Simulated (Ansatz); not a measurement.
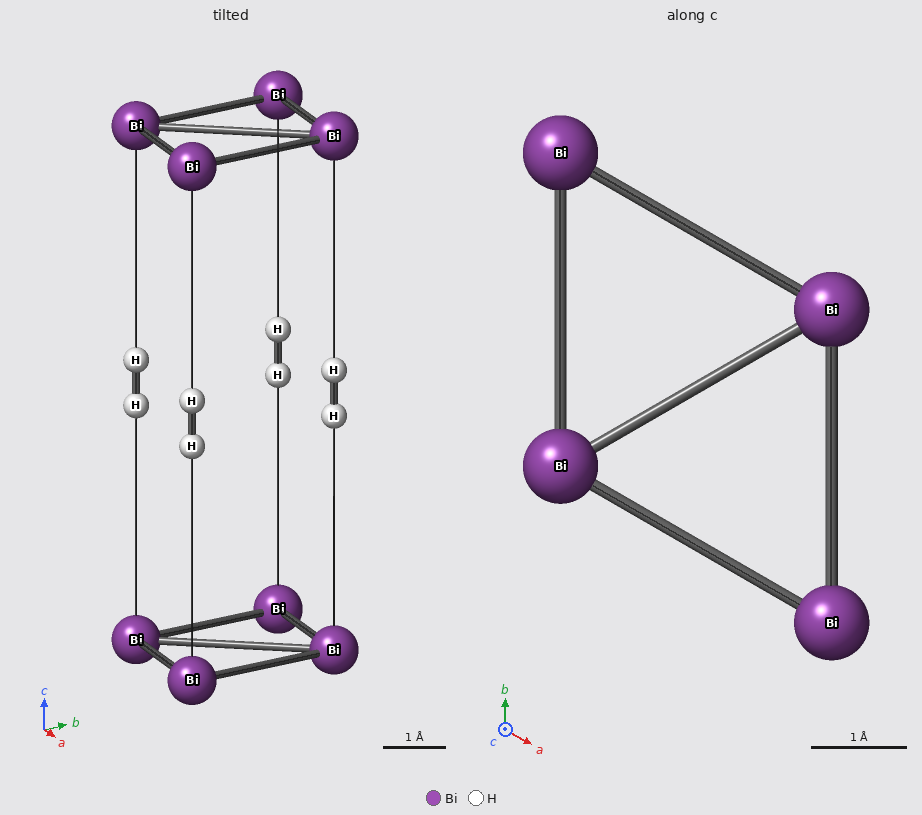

The figure gives a ball-and-stick picture of the atoms, viewed slightly off an axis and along the c axis. The wireframe shows the conventional unit cell. Cell: a = 3.30 Å, b = 3.30 Å, c = 8.49 Å, α = 90.00°, β = 90.00°, γ = 120.00°.

Provenance: a random cell made by a generator, so it need not be a real form of the compound. Earlier steps of the study may have refined or changed the cell and positions. It went into a calculation with Ansatz.

Q: In words:

A: It has the composition BiH2. Space group: P6/mmm (No. 191). Lattice: primitive hexagonal. The cell comprises 1 formula unit: 1 Bi, 2 H. Around each Bi lie six Bi at about 3.3 Å. H is surrounded by one H at about 0.8 Å.

Theory: Ansatz, DFT PBE, scalar-relativistic, plane waves, PAW. Numerical settings: plane waves up to 420 eV, 18×18×6 k-mesh, Gaussian smearing of 0.1 eV, no spin polarisation.

Q: What is the band gap, if any?

A: A metal: bands cross the Fermi level.

Q: Give the Bader charge of each element.

A: Bi +0.02 e; H -0.01 e.

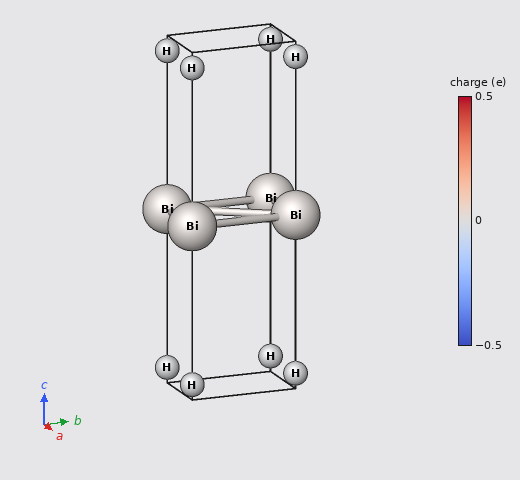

The atoms coloured by those charges. The run's cell of 3 atoms is drawn, so axes and origin can differ from the first picture.

Q: Do the forces and the stress vanish for this geometry?

A: Yes. All forces vanish to within 0.01 eV/Å. The pressure is 0.0 GPa, close to zero.
